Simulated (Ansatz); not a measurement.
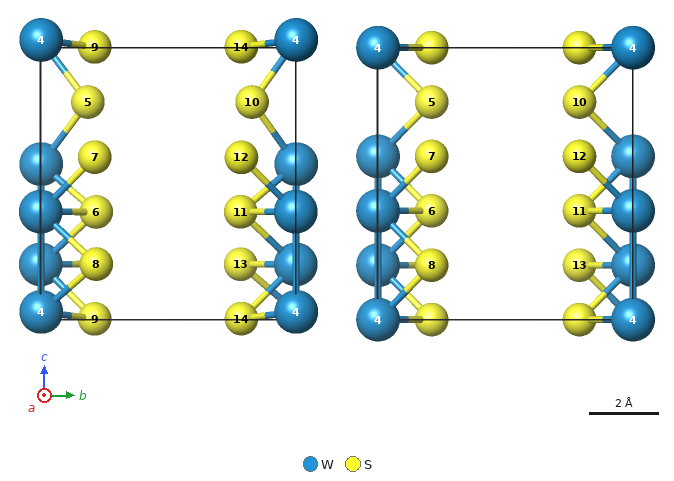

Two geometries of a defect cell of composition W2S5 (coarse preliminary run), drawn at one scale. One is the start of a relaxation, the other its converged end. The picture is a ball-and-stick view of the cell of the calculation, seen along the a axis.

Method: DFT PBE, scalar-relativistic, plane waves, PAW in Ansatz. (plane-wave cutoff 420 eV; k-point mesh 1 × 1 × 1; occupations gaussian; smearing width 0.01 eV; collinear spin; atoms relaxed in a fixed cell; force threshold 0.025 eV/Å; at most 45 steps)

Q: Which geometry has the lower energy?

A: The left one is the relaxed one. Case: W vacancy (site a), charge +0, atoms relaxed at the host's cell. The energy falls by 0.385 eV per cell of the calculation in 14 accepted moves (18 points after the start). Largest force component: 0.92 eV/Å at the start, 0.016 eV/Å at the end. The line search rejected the trial steps at points 10, 12, 14, 17 of the run. The atom that moves furthest is an S atom (0.29 Å along [−2 3 0]). By element the largest moves are S 0.29 Å, W 0.25 Å. The cell stays as it was. Among the contacts that change: S–S 3.142 → 2.665 Å, W–W 3.188 → 3.641 Å, W–W 3.188 → 2.940 Å, W–W 3.188 → 2.962 Å. Bond angles that change, for instance: W–S–W 82.4° → 97.3°, W–S–W 82.4° → 74.4°, W–S–W 82.4° → 76.7°. The program noted that the starting moments weren't kept. The run took 77 s on 4 threads of Arm Neoverse N1, with other jobs on the host, peak memory 0.55 GiB.

Limits of the set-up: the periodic images lie only 5.5 Å apart, so the values are limited by the cell's size.
